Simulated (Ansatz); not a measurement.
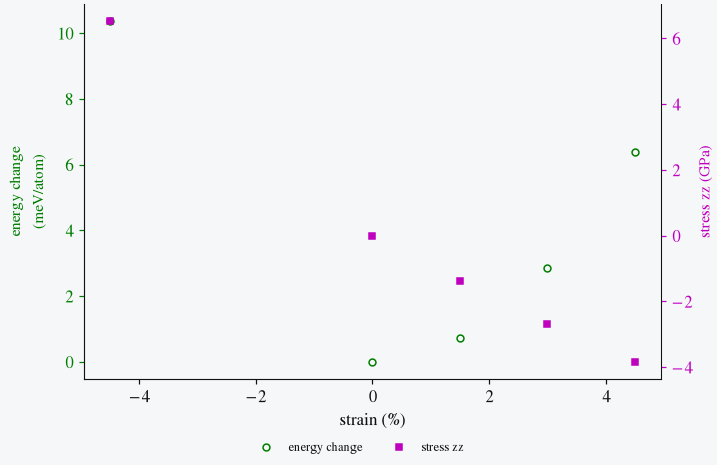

The plot gives the computed energy change and stress zz against strain for AlNi, space group Pm-3m (No. 221).

Starting cell:
```xyz
2
Lattice="2.8624 0.0000 0.0000 0.0000 2.8624 0.0000 0.0000 0.0000 2.8624" Properties=species:S:1:pos:R:3 pbc="T T T"
Al    1.4312    1.4312    1.4312
Ni    0.0000    0.0000    0.0000
```

Method: energy, stress and cell of a relaxed crystal along a series of strains, atoms and what the cell freedom names relaxed within the symmetry; stress is positive in compression; plane waves with PAW datasets, Γ-centred k mesh; energies extrapolated to zero smearing (Ansatz 0.2.0). Level: PBEsol, no spin polarisation.

| setting | value |
| --- | --- |
| wave cutoff | 420 eV |
| k mesh | 18×18×18 |
| occupations | Gaussian |
| smearing width | 0.1 eV |
| strain kind | uniaxial along c |
| cell freedom | lengths a and b free, angles held |

The points at strain −3.0 % and −1.5 % are left out of the plot. What values does the calculation give there?

| strain (%) | energy change (meV/atom) | stress zz (GPa) |
| --- | --- | --- |
| −3.0 | 4.20 | 4.13 |
| −1.5 | 0.87 | 1.72 |

Keep in mind: no spin polarisation, a magnetic state may lie lower; state may not be the lowest.
